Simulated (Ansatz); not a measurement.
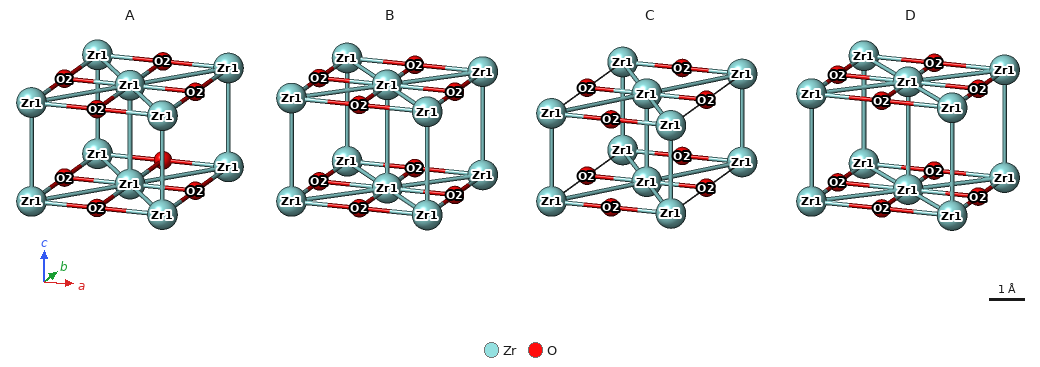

4 geometries from one relaxation of solid ZrO (a generated structure, set up in Cmmm), in shuffled order. Style: ball-and-stick. Shown: the conventional cell (2 times the calculation's cell), slightly off an axis. Lengths and directions refer to the drawn axes.

The run lets cell and atoms move.

Method: Kohn-Sham DFT of a periodic cell, HSEsol, Ansatz PAW in Ansatz. (plane-wave cutoff 420 eV; k-point mesh 5 × 5 × 5; occupations fermi-dirac; smearing width 0.05 eV; no spin polarisation; cell and atoms relaxed; force threshold 0.01 eV/Å; at most 40 steps)

Question: Put them in the order of the run, from the start to the converged end.

Answer: C, A, B, D. They are steps 0, 3, 6, 18, at +3.249 eV per cell of the calculation, +1.347 eV per cell of the calculation, +0.288 eV per cell of the calculation relative to the last. After 15 accepted moves (18 points after the start) the energy has fallen by 3.249 eV per cell of the calculation. All forces vanish by symmetry, so only the cell relaxes. Pressure: 55.47 GPa at the start and 0.01 GPa at the end. At 3 points the geometry stayed and the basis and grid were re-selected for the new cell (energy shift of 0.132 eV per cell of the calculation at most each time). The atoms keep their places relative to the cell (all moves are under 0.005 Å). Cell: a 3.653 → 4.302 Å (+17.8 %), b 5.838 → 4.303 Å (−26.3 %), c 2.620 → 3.209 Å (+22.5 %). Volume +6.3 %. Some distances before and after: Zr1–O2 2.919 → 2.152 Å, Zr1–Zr1 2.620 → 3.209 Å, Zr1–Zr1 (another image) 3.443 → 3.042 Å, Zr1–O2 (another image) 1.827 → 2.151 Å. New bonds form, among them: Zr1–O2 (2.92 → 2.15 Å). The space group (tolerance 0.01 Å) goes from Cmmm (No. 65) to P4/mmm (No. 123). Cost: 3.8 min on 1 × NVIDIA H100 80GB HBM3 with 2 threads of AMD EPYC 7R13 Processor (Zen 3), on a shared host, peak memory 1.9 GiB.

Limits of the set-up: the k-point mesh is coarse for a cell with partly filled bands.
